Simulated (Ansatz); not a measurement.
This input was run:

```
crystal:
  lattice:
    - [5.3045174285, 0.0, 0.0]
    - [-2.6522587142, 4.5938468479, 0.0]
    - [0.0, 0.0, 4.2865621218]
  atoms:
    - { symbol: P, position: [0.3333333333, 0.6666666667, 0.2410568133] }
    - { symbol: P, position: [0.6666666667, 0.3333333333, 0.7589431867] }
    - { symbol: P, position: [0.2582276173, 0.2582276173, 0.0] }
    - { symbol: P, position: [0.7417723827, 0.0, 0.0] }
    - { symbol: P, position: [0.0, 0.7417723827, 0.0] }
basis:
  ecutwfc: 420
kpoints:
  mp_grid: { grid: [12, 12, 10] }
  band_path:
    path:
      - [[0.0, 0.0, 0.0], [0.5, 0.0, 0.0], [0.33333333, 0.33333333, 0.0], [0.0, 0.0, 0.0], [0.0, 0.0, 0.5], [0.5, 0.0, 0.5], [0.33333333, 0.33333333, 0.5], [0.0, 0.0, 0.5]]
      - [[0.5, 0.0, 0.5], [0.5, 0.0, 0.0]]
      - [[0.33333333, 0.33333333, 0.5], [0.33333333, 0.33333333, 0.0]]
    npoints: 14
hamiltonian:
  xc: pbe
scf:
  occupations: { method: gaussian, width: 0.1 }
  n_extra_bands: 12
output:
  forces: true
  stress: true
  eigenvalues: true
  populations: true
  dos: { projected: true, de: 0.02, nscf_kmesh: { grid: [15, 15, 12] } }
  bader: true
  write_density: true
  write_potential: true
  elf: true
  volumetric_format: npy
```

Launched with:
```bash
ansatz run input.yaml --threads 1 --pin off --max-ram 2560MiB --backend cpu --events-out ev --progress --plain --runs-dir out
```

What does the calculation give for the electronic structure?

It is a metal. The density of states at the Fermi level isn't well fixed here: it changes fast, and within 0.3 eV it runs from 1.3 to 2.9 per eV and cell. By projected weight, the states within 0.3 eV of the Fermi level are P 3p (85 %) and P 3s (15 %). The tallest peak in the window is at −0.9 eV; by projected weight it is P 3p (85 %) and P 3s (15 %).

The structure is an invented one, so it need not be a known or stable phase.

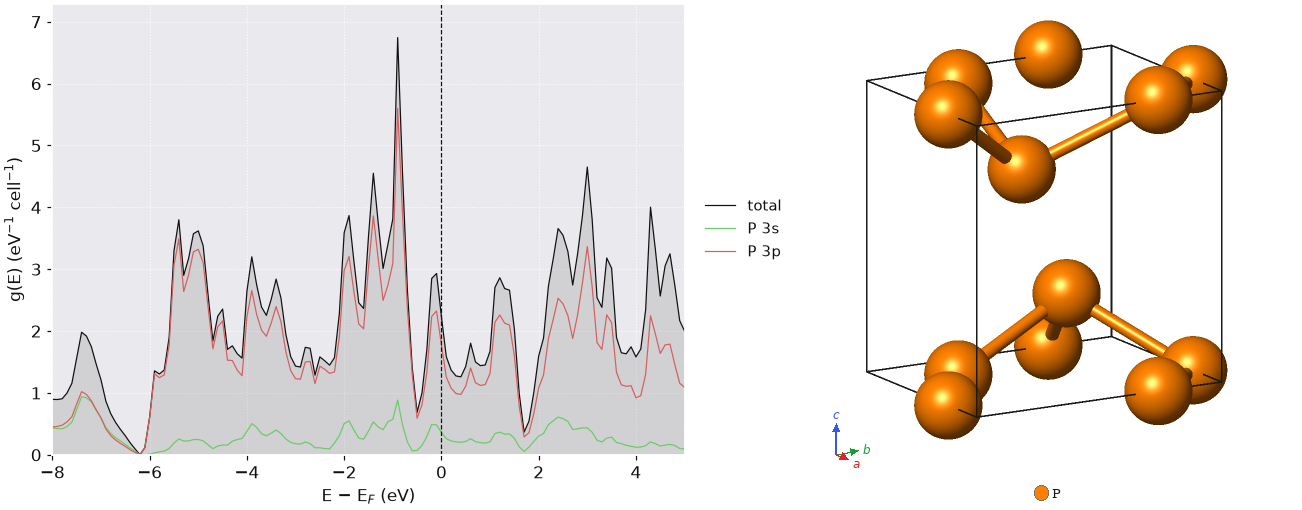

Density of states, beside the structure. Energies are counted from the Fermi level. The partial curves are projected on Löwdin-orthogonalised atomic shells.
